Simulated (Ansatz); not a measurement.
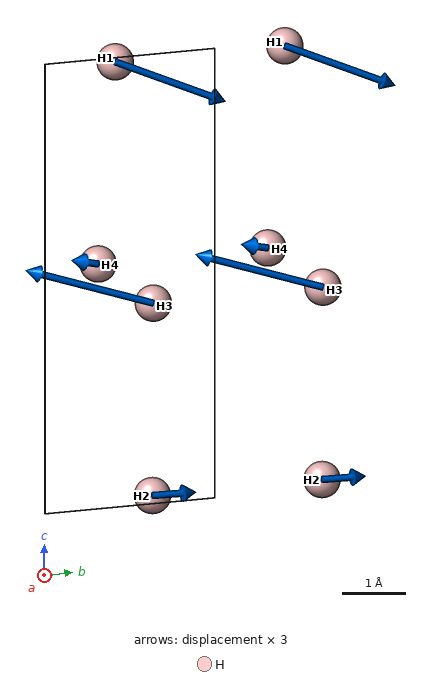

This is a relaxation of solid H (set up in P1). The starting structure is drawn; blue arrows show the displacements (the part carried along by the change of the cell is left out), magnified 3 times.

Style: ball-and-stick. Shown: the cell of the calculation, repeated 1 × 2 × 1 with one cell outlined, along the a axis.

Case: all atoms moved at random, sigma 0.15 Å for each component, cell strained at random, sigma 0.1; relaxed back.

Method: DFT PBE, scalar-relativistic, plane waves, PAW (Ansatz). Settings: plane-wave cutoff 420 eV; k-point mesh 8 × 8 × 4; occupations gaussian; smearing width 0.05 eV; no spin polarisation; cell and atoms relaxed; force threshold 0.01 eV/Å; at most 80 steps.

What did the optimiser do to the structure, and how much energy did it gain?

Answer. H3 moves most relative to the cell: 0.74 Å roughly along [0 −3 1]. The drawn cell changes as follows: a 3.621 → 3.508 Å (−3.1 %), b 2.969 → 3.300 Å (+11.2 %), c 7.208 → 6.860 Å (−4.8 %), α 83.9° → 79.4°, β 92.9° → 97.0°, γ 113.2° → 114.6°; the volume changes by +0.1 %. Among the contacts that change: H3–H4 1.258 → 0.750 Å, H1–H2 0.852 → 0.751 Å. New bonds form: H3–H4 (1.26 → 0.75 Å). The space group stays P1 (No. 1). The energy falls by 1.973 eV per cell of the calculation in 28 accepted moves (35 points after the start). Largest force component: 3.6 eV/Å at the start, 0.0078 eV/Å at the end. Pressure: −5.84 GPa at the start and 0.00 GPa at the end. The line search rejected the trial steps at points 2, 9, 11, 19, 27 of the run. At 2 points the geometry stayed and the basis and grid were re-selected for the new cell (energy shift of 1.3 meV per cell of the calculation at most each time).
